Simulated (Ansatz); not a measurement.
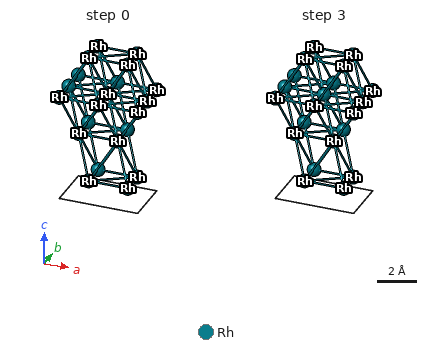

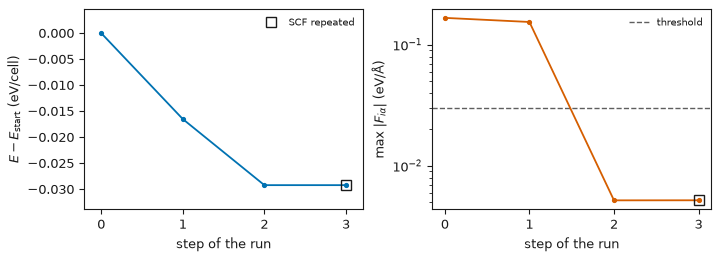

First and last geometry of a constrained relaxation of a slab of composition Rh (cut from the Fm-3m phase), with the history of the run. A ball-and-stick model of the cell of the calculation, outlined in the plane, without the vacuum, seen slightly off an axis.

Case: clean slab, lower half held. The slab is the (1 1 1) face of Rh. 8 atoms are held fixed.

Theory: DFT PBE+D3(BJ), scalar-relativistic, plane waves, PAW (Ansatz).

Input
```yaml
crystal:
  lattice:
    - [5.3647950069, 0.0, 0.0]
    - [-2.6823975034, 4.646048762, 0.0]
    - [0.0, 0.0, 23.5705051707]
  atoms:
    - { symbol: Rh, position: [0.3333333333, 0.1666666667, 0.3606201877] }
    - { symbol: Rh, position: [0.3333333333, 0.6666666667, 0.3606201877] }
    - { symbol: Rh, position: [0.8333333333, 0.1666666667, 0.3606201877] }
    - { symbol: Rh, position: [0.8333333333, 0.6666666667, 0.3606201877] }
    - { symbol: Rh, position: [0.6666666667, 0.3333333333, 0.4535400626] }
    - { symbol: Rh, position: [0.6666666667, 0.8333333333, 0.4535400626] }
    - { symbol: Rh, position: [0.1666666667, 0.3333333333, 0.4535400626] }
    - { symbol: Rh, position: [0.1666666667, 0.8333333333, 0.4535400626] }
    - { symbol: Rh, position: [0.0, 0.5, 0.5464599374] }
    - { symbol: Rh, position: [0.0, 0.0, 0.5464599374] }
    - { symbol: Rh, position: [0.5, 0.5, 0.5464599374] }
    - { symbol: Rh, position: [0.5, 0.0, 0.5464599374] }
    - { symbol: Rh, position: [0.3333333333, 0.6666666667, 0.6393798123] }
    - { symbol: Rh, position: [0.3333333333, 0.1666666667, 0.6393798123] }
    - { symbol: Rh, position: [0.8333333333, 0.6666666667, 0.6393798123] }
    - { symbol: Rh, position: [0.8333333333, 0.1666666667, 0.6393798123] }
basis:
  ecutwfc: 420
kpoints:
  mp_grid: { grid: [6, 6, 1] }
hamiltonian:
  xc: pbe
  dispersion: d3bj
scf:
  occupations: { method: gaussian, width: 0.1 }
output:
  forces: true
  eigenvalues: true
  write_density: true
  write_potential: true
  elf: true
  volumetric_format: npy
relax:
  adjacent_minimum: "off"
  f_tol: 0.03
  max_steps: 70
  constraints: [{ sites: [0, 1, 2, 3, 4, 5, 6, 7] }]
efield:
  axis: 3
  dipole_correction: true
  ramp_width: 0.04
```

Run as
```bash
ansatz run input.yaml --threads 4 --pin off --max-ram 10240MiB --backend cpu --events-out ev --progress --plain --runs-dir out
```

> Did the run converge, and what did it change?

It converged. Over 2 accepted moves (3 points after the start) the energy falls by 29.2 meV per cell of the calculation. The largest force component goes from 0.17 to 0.0052 eV/Å. 1 step only repeated the SCF at the same geometry. The largest moves, 0.055 Å, are those of Rh13, Rh14, Rh15 and Rh16. Rh13 goes along the normal (−c). The cell stays as it was. Some distances before and after: Rh5–Rh11 2.682 → 2.652 Å, Rh10–Rh14 2.682 → 2.669 Å.

| step | E − E(0), meV/atom | largest force component, eV/Å | note |
| --- | --- | --- | --- |
| 0 | 0.00 | 0.1668 |  |
| 1 | -1.03 | 0.1543 |  |
| 2 | -1.83 | 0.0052 |  |
| 3 | -1.83 | 0.0052 | same geometry, SCF repeated |
